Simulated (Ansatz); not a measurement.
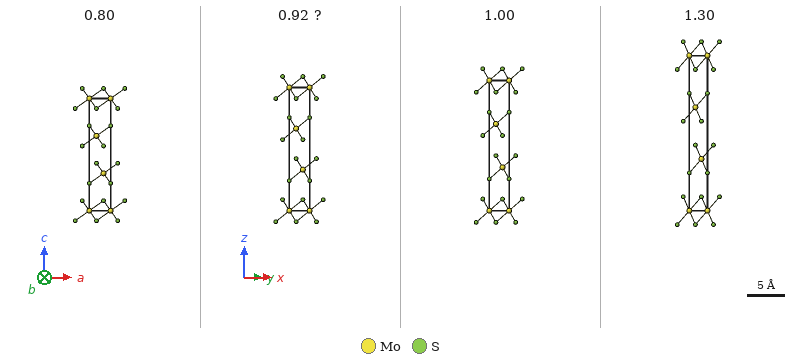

Energy scan for crystalline MoS2 (R-3m), in which the ratio of the cell's length along z to its lengths across, counted as 1 for the reference, is changed at fixed volume (a c/a path), with the atoms kept at their fractional coordinates. x, y and z are the Cartesian axes of the input. A ball-and-stick model of the conventional cell (3 times the calculation's cell), seen along the b axis. Lengths and directions refer to the drawn axes.

These are results of DFT PBE+D3(BJ), scalar-relativistic, plane waves, PAW in Ansatz, not measurements. Settings: plane-wave cutoff 420 eV; k-point mesh 18 × 18 × 18; occupations gaussian; smearing width 0.15 eV; no spin polarisation. Energies (free energies at the smearing named) are counted from the relaxed crystal.

| axial ratio over its reference value | energy change (meV/atom) |
| --- | --- |
| 0.80 | 189 |
| 0.85 | 103 |
| 0.92 | ? |
| 0.96 | 6 |
| 1.00 | 0 |
| 1.05 | 11 |
| 1.10 | 44 |
| 1.20 | 176 |
| 1.30 | 374 |

**Estimate the missing energy from the other rows, and compare with the calculation.**

A straight line between the two neighbours gives 41 meV/atom. A cubic through the four nearest rows (0.80, 0.85, 0.96, 1.00) gives, with Lagrange weights, (−0.1400)(189) + (0.4655)(103) + (0.9545)(6) + (−0.2800)(0) = 27 meV/atom. The calculation gives 27 meV/atom, so the cubic is right to the digits shown and the straight line 14 meV/atom too high, as the curve bends upwards here.

The whole profile:

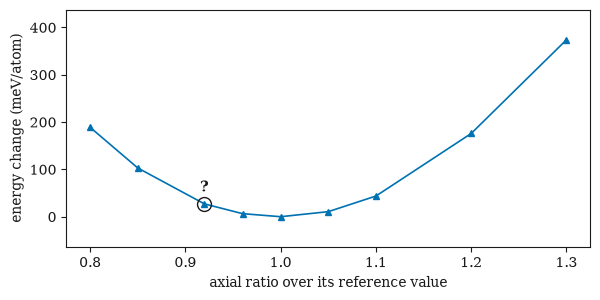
